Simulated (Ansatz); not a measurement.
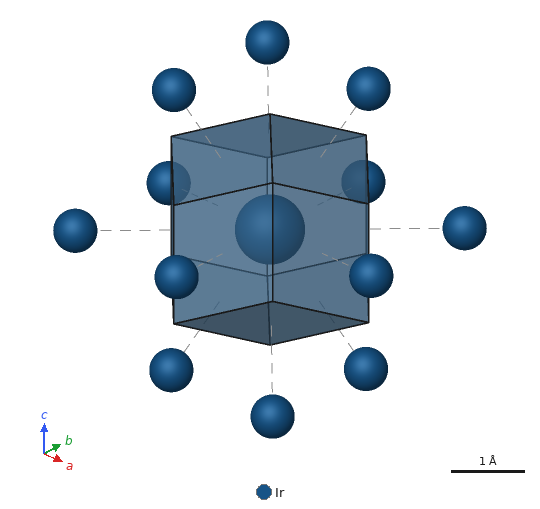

Voronoi cell (the region closer to this atom than to any other), computed from the atomic positions without radii. Central atom: Ir (3a) in Ir; faces take the colour of the neighbour behind them. Origin: the end point of a relaxation (final pressure about 8.2 GPa) with DFT PBEsol, scalar-relativistic, plane waves, PAW in Ansatz.

Ir, space group R-3m:H (No. 166), a = 2.673 Å, b = 2.673 Å, c = 6.678 Å, α = 90.00°, β = 90.00°, γ = 120.00°

```json
{"site": "Ir", "Wyckoff": "3a", "x": "0.0000", "y": "0.0000", "z": "0.0000"}
```

Question: How many faces does the cell have, and of which kinds?

Answer: 12 faces, index ⟨0,12,0,0⟩: a twelve-faced cell of four-edged faces, as in close packing.

Question: What is the volume of this Voronoi cell?

Answer: 13.8 Å³, equal to the mean volume per atom.
